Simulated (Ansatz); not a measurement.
```xyz
3
Lattice="3.3430 0.0000 0.0000 -1.6715 2.8951 0.0000 0.0000 0.0000 5.1124" Properties=species:S:1:pos:R:3 pbc="T T T"
Mn    0.0000    0.0000    2.5562
F     1.6715    0.9650    1.5956
F     0.0000    1.9301    3.5168
```

Space group P-3m1; a structure generated by program, which may or may not match a known phase; spin-polarised.

All numbers below come from DFT PBE, scalar-relativistic, plane waves, PAW (Ansatz).

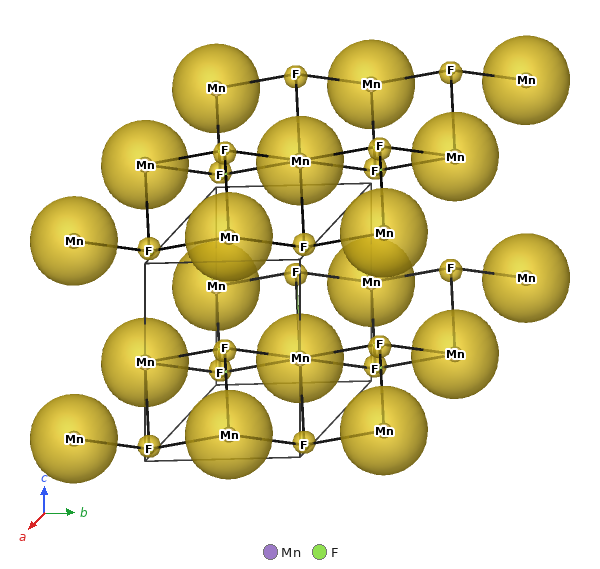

MnF$_{2}$. Isosurface of the magnetisation density (up minus down) at +0.2 e/Å³ (yellow), seen at an oblique angle. Sticks mark near contacts.

The density is the valence pseudo-density of a PAW calculation; it isn't the true density close to the nuclei.

Where is the spin, and how is it ordered?

The spin density sits on Mn: +4.2 μB in one cell of 3 atoms, with smaller moments on other sites: F (up to +0.10 μB): parallel main moments, as they must be, since the calculation's own cell holds one magnetic site. The cell of the calculation (3 atoms) carries 5.0 μB of net spin moment.
